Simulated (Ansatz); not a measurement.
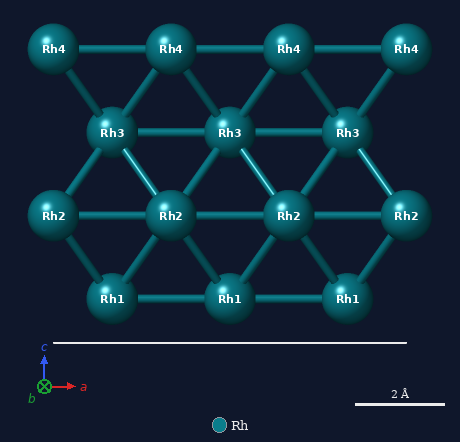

A slab of composition Rh (cut from the Fm-3m phase), before the constrained relaxation. The picture is a ball-and-stick view of the 3 × 3 repeat of the cell, outlined in the plane, without the vacuum, seen along the b axis.

Case: clean slab, lower half held. The slab is the (1 0 0) face of Rh. 2 atoms are held fixed.

All numbers below come from Ansatz, DFT PBEsol, scalar-relativistic, plane waves, PAW.

The input:
```yaml
crystal:
  lattice:
    - [2.6728587948, 0.0, 0.0]
    - [0.0, 2.6728587948, 0.0]
    - [0.0, 0.0, 22.6699897369]
  atoms:
    - { symbol: Rh, position: [0.5, 0.5, 0.3749450308] }
    - { symbol: Rh, position: [0.0, 0.0, 0.4583150103] }
    - { symbol: Rh, position: [0.5, 0.5, 0.5416849897] }
    - { symbol: Rh, position: [0.0, 0.0, 0.6250549692] }
basis:
  ecutwfc: 420
kpoints:
  mp_grid: { grid: [11, 11, 1] }
hamiltonian:
  xc: pbesol
scf:
  occupations: { method: gaussian, width: 0.1 }
output:
  forces: true
  eigenvalues: true
relax:
  adjacent_minimum: "off"
  f_tol: 0.03
  max_steps: 70
  constraints: [{ sites: [0, 1] }]
efield:
  axis: 3
  dipole_correction: true
```

Predict the outcome.

The atom that moves furthest is Rh4 (0.069 Å along the normal (−c)). The cell stays as it was. Among the contacts that change: Rh3–Rh4 2.673 → 2.621 Å. The energy falls by 21.6 meV per cell of the calculation in 2 accepted moves (3 points after the start). The largest force component goes from 0.57 to 0.011 eV/Å. 1 step only repeated the SCF at the same geometry. The run took about 50 core-seconds on a shared host.

The end point in the same view:

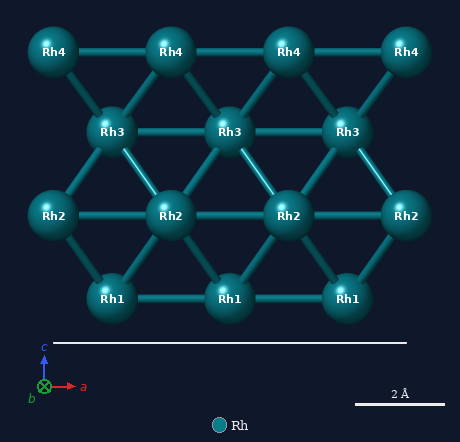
